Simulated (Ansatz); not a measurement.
**Si (slab): density, localisation and related maps**

The calculation's input:

```
crystal:
  lattice:
    - [3.8417168278, 0.0, 0.0]
    - [0.0, 3.8417168278, 0.0]
    - [0.0, 0.0, 28.5825201018]
  atoms:
    - { symbol: Si, position: [0.0, 0.5, 0.2623981361] }
    - { symbol: Si, position: [0.0, 0.0, 0.3099185089] }
    - { symbol: Si, position: [0.5, 0.0, 0.3574388817] }
    - { symbol: Si, position: [0.5, 0.5, 0.4049592544] }
    - { symbol: Si, position: [0.0, 0.5, 0.4524796272] }
    - { symbol: Si, position: [0.0, 0.0, 0.5] }
    - { symbol: Si, position: [0.5, 0.0, 0.5475203728] }
    - { symbol: Si, position: [0.5, 0.5, 0.5950407456] }
    - { symbol: Si, position: [0.0, 0.5, 0.6425611183] }
    - { symbol: Si, position: [0.0, 0.0, 0.6900814911] }
    - { symbol: Si, position: [0.5, 0.0, 0.7376018639] }
basis:
  ecutwfc: 420
kpoints:
  mp_grid: { grid: [9, 9, 1] }
hamiltonian:
  xc: pbesol
scf:
  occupations: { method: gaussian, width: 0.05 }
output:
  forces: true
  stress: true
  eigenvalues: true
  write_density: true
  write_potential: true
  elf: true
  volumetric_format: npy
efield:
  axis: 3
  dipole_correction: true
  ramp_width: 0.04
```

Launched as:

```sh
ansatz run input.yaml --threads 1 --pin off --max-ram 2560MiB --backend cpu --events-out ev --progress --plain --runs-dir out
```

All numbers below come from DFT PBEsol, scalar-relativistic, plane waves, PAW (Ansatz 0.2.0).

Core electrons are frozen (PAW), and the valence fields are smoothed inside the atomic spheres.

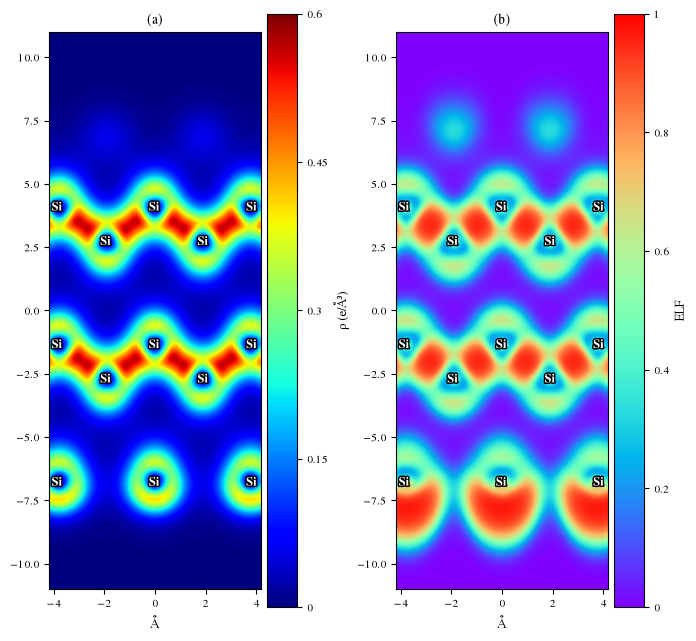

Figure 1. (a) valence electron density; (b) ELF on the (010) plane of the calculation cell, a cut from vacuum to vacuum.

**Read the bonding off the picture.**

Atoms in the plane: Si.
Si–Si (2.35 Å): the density is about 0.56 e/Å³ at the midpoint; the ELF peaks at about 0.95 between the atoms.
The density dies away to nearly zero in the vacuum.
The ELF also peaks beside Si, away from the bonds: lone-pair regions.

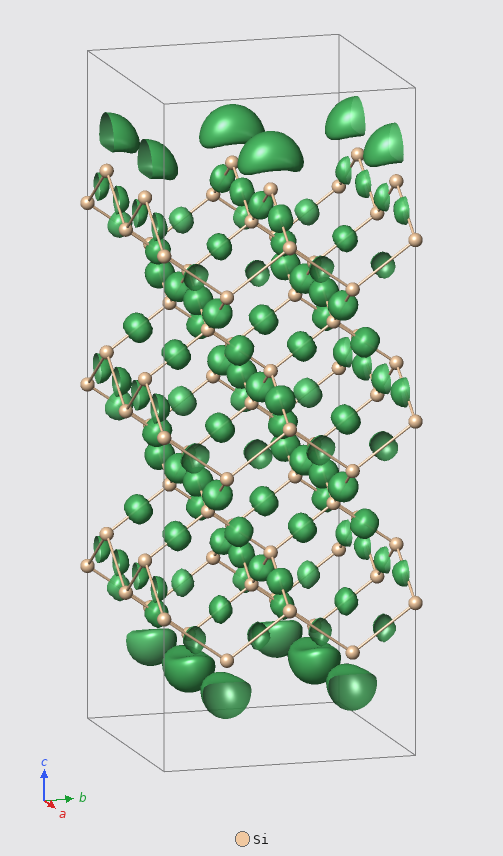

Figure 2. Isosurface of the ELF at 0.9 (green), seen slightly off an axis. Core shells and regions of very low density are left out. Sticks mark near contacts.

**Where are the electrons localised?**

The surface consists of 20 regions between bonded Si–Si atoms and two lobes on Si, pointing away from the bonds (lone pairs), counted in one cell of 11 atoms. Counts are for one cell; the picture repeats the cell along the surface.

**Metal or insulator at this level of theory?**

It is gapless in this calculation (a metal or semimetal).
